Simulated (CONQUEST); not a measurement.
## Energy of Cl along an even scaling of the cell

System: Cl (Cmce, 8 atoms in the cell).
Method: Kohn-Sham DFT of a periodic cell, PBEsol, PseudoDojo NC PBEsol, no spin polarisation (CONQUEST 1.3).

The 7 runs differ only in the geometry, by an even scaling of the cell at fixed fractional positions. The structure derives from an entry of the Crystallography Open Database.

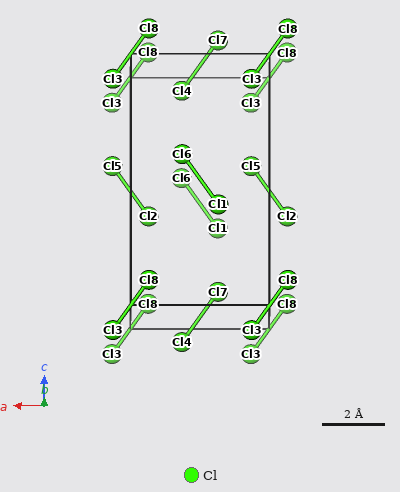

Figure 1. The structure of run 4 (ball-and-stick view of the cell of the calculation, seen at an oblique angle; atoms are numbered from 1 in the order of the input). An atom can appear more than once, as a periodic image.

### Input of run 4
```
IO.Title Cl
IO.Coordinates coords.dat
IO.FractionalAtomicCoords T
IO.Iprint 2
IO.Iprint_init 1
General.NumberOfSpecies 1
General.PseudopotentialType hamann
AtomMove.TypeOfRun static
AtomMove.FullStress T
Grid.PointsAlongX 48
Grid.PointsAlongY 60
Grid.PointsAlongZ 80
DM.SolutionMethod diagon
Diag.MPMesh T
Diag.GammaCentred T
Diag.MPMeshX 6
Diag.MPMeshY 4
Diag.MPMeshZ 4
Diag.kT 0.00183747
minE.SCTolerance 1e-6
SC.MaxIters 100
IO.AtomChargeOutput T
%block ChemicalSpeciesLabel
1 35.450 Cl
%endblock
```

Command:
```bash
OMP_NUM_THREADS=1 Conquest
```

Lattice vectors (Å) and fractional positions of run 4:
```
   4.500000    0.000000    0.000000
   0.000000    6.290000    0.000000
   0.000000    0.000000    8.210000
Cl  0.370000  0.000000  0.400000
Cl  0.870000  0.500000  0.400000
Cl  0.130000  0.000000  0.900000
Cl  0.630000  0.500000  0.900000
Cl  0.130000  0.500000  0.600000
Cl  0.630000  0.000000  0.600000
Cl  0.370000  0.500000  0.100000
Cl  0.870000  0.000000  0.100000
```

Run 6 has the same physical settings and fractional positions; its lattice vectors (Å) are:
```
   4.559217    0.000000    0.000000
   0.000000    6.372773    0.000000
   0.000000    0.000000    8.318039
```

### Results, with one run withheld

```tsv
run	volume per atom (Å³)	free energy per atom, from the lowest run given (meV)	pressure (GPa)	gap on the mesh (eV)
1	27.305	2.67	1.09	2.63
2	27.886	0.07	0.35	2.56
3	28.467	0.00	−0.29	2.49
4	29.048	2.02	−0.81	2.42
5	29.629	6.01	−1.38	2.35
6	30.210	?	?	?
7	30.791	19.16	−2.22	2.21
```

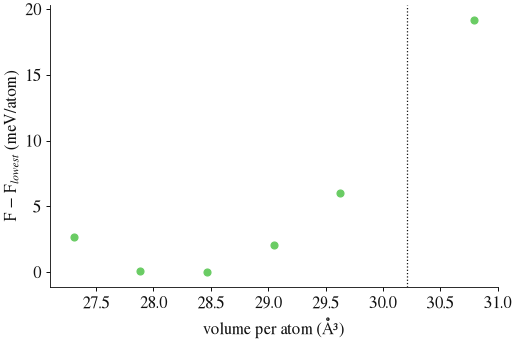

Figure 2. Free energy per atom of the runs given; the dotted line marks run 6.

What should run 6 give?

A cubic polynomial in V^(−2/3) (the Birch–Murnaghan form), fitted to the 6 runs given, misses them by at most 0.03 meV per atom. With x = V^(−2/3) − 0.10639 Å⁻², it reads F = 0.95605 − 1584.8 x + 5.1822e+05 x² + 3.6953e+05 x³ (meV per atom). At run 6 it gives 11.80 meV per atom, and the run itself gives 11.84. The slope of the fit gives a pressure −dF/dV of −1.82 GPa there, and the run prints −1.80 GPa. The fit has its minimum at 28.208 Å³ per atom, where V d²F/dV² gives 30.6 GPa. Cell shape and fractional positions are held, so this is the stiffness under even scaling; the relaxed bulk modulus wasn't computed and can be far lower in a crystal of layers, chains or molecules like this one. The gap on the mesh goes, without turning, from 2.63 eV in run 1 to 2.21 eV in run 7; run 6 has 2.28 eV. These are gaps of this functional on this mesh, which can miss the band edges; they aren't the measured gap.

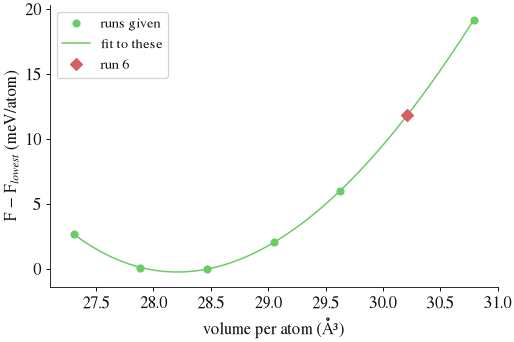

Figure 3. The fit and the withheld run.

### Some lines of the output (run 6)
```
[...]
      Using Fermi-Dirac smearing
          DFT Total Energy                 :      -130.756806539216797 Ha
          DFT Total Energy                 :      -130.774303918024884 Ha
          DFT Total Energy                 :      -130.776162553902623 Ha
          DFT Total Energy                 :      -130.776412671755963 Ha
          DFT Total Energy                 :      -130.776413833077669 Ha
          DFT Total Energy                 :      -130.776413913734729 Ha
          DFT Total Energy                 :      -130.776413917776637 Ha
      |* DFT total energy        =      -130.776413917776637 Ha
    force: Average pressure:     -1.79881707 GPa
```

Notes: With a small basis of atomic orbitals these values can differ much from converged plane-wave results.
